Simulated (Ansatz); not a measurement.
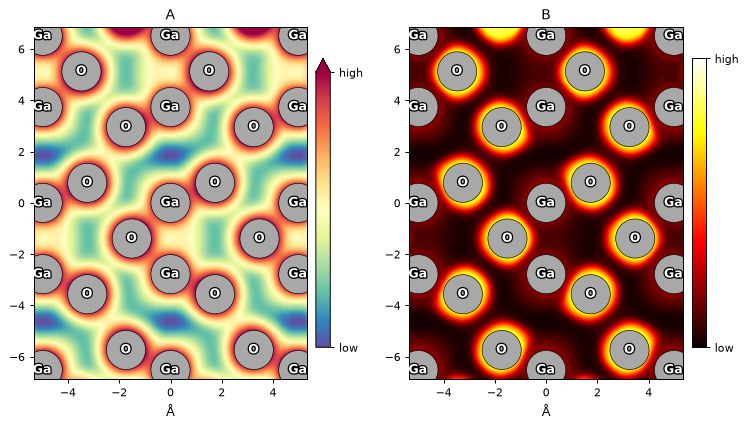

Ga2O3: 2 fields on the (010) plane of the conventional cell, with unlabelled colour scales. Grey discs cover the atomic cores.

Space group R-3c; a structure from a database of computed crystals, not necessarily the ambient phase; started from the database structure prototype, which need not be the ambient phase; changed on purpose from its base cell (uniaxial z strain -3.0%); computed pressure about 17 GPa in this cell.

Method: Ansatz 0.2.0, DFT, PBE, plane waves, PAW.

> Match the panels to the quantities (electron localisation function and valence pseudo-density).

Panel A: valence pseudo-density. Panel B: electron localisation function. From the grid: Ga–O (1.91 Å): ρ at the midpoint is about 0.72 e/Å³; the ELF peaks at about 0.85 in the valence shell of O, 0.6 Å from its nucleus, and is about 0.35 at the midpoint. Ga–O (2.05 Å): the density is about 0.52 e/Å³ at the midpoint; the ELF peaks at about 0.85 in the valence shell of O, 0.6 Å from its nucleus, and is about 0.30 at the midpoint; no localised pair shows between them.
